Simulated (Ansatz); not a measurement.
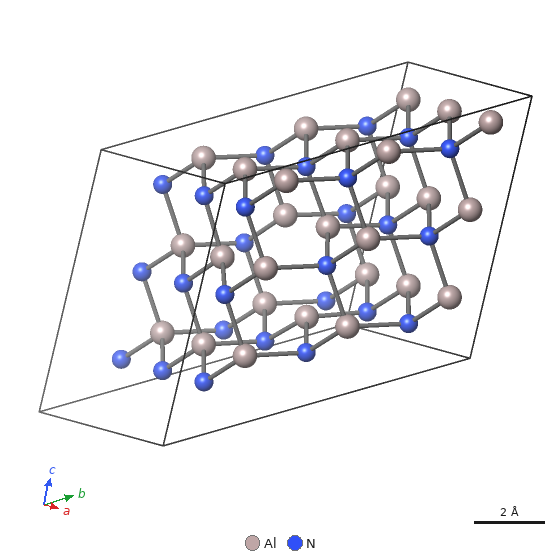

This ball-and-stick model is shown slightly off an axis. The edges of the supercell are marked. The host is AlN, in a cell of 54 sites, and the cell carries a charge of +2.

> Spot the defect.

A nitrogen vacancy. Around the empty site lie four Al at about 2.0 Å.

Computational set-up: DFT PBE, scalar-relativistic, plane waves, PAW (Ansatz 0.2.0), plane waves to 420 eV, k-point mesh 1×1×1, Gaussian smearing of 0.01 eV, collinear spins.

> Is there a net moment in the defective cell?

Yes, 1.0 μB in the cell.

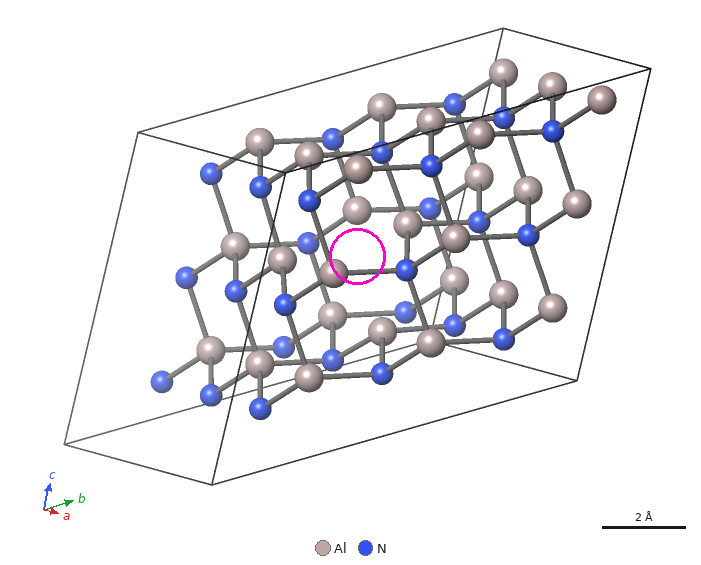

The same cell with a ring at the defect's site.

The atoms were relaxed in the host's cell with Ansatz, DFT PBE, scalar-relativistic, plane waves, PAW.
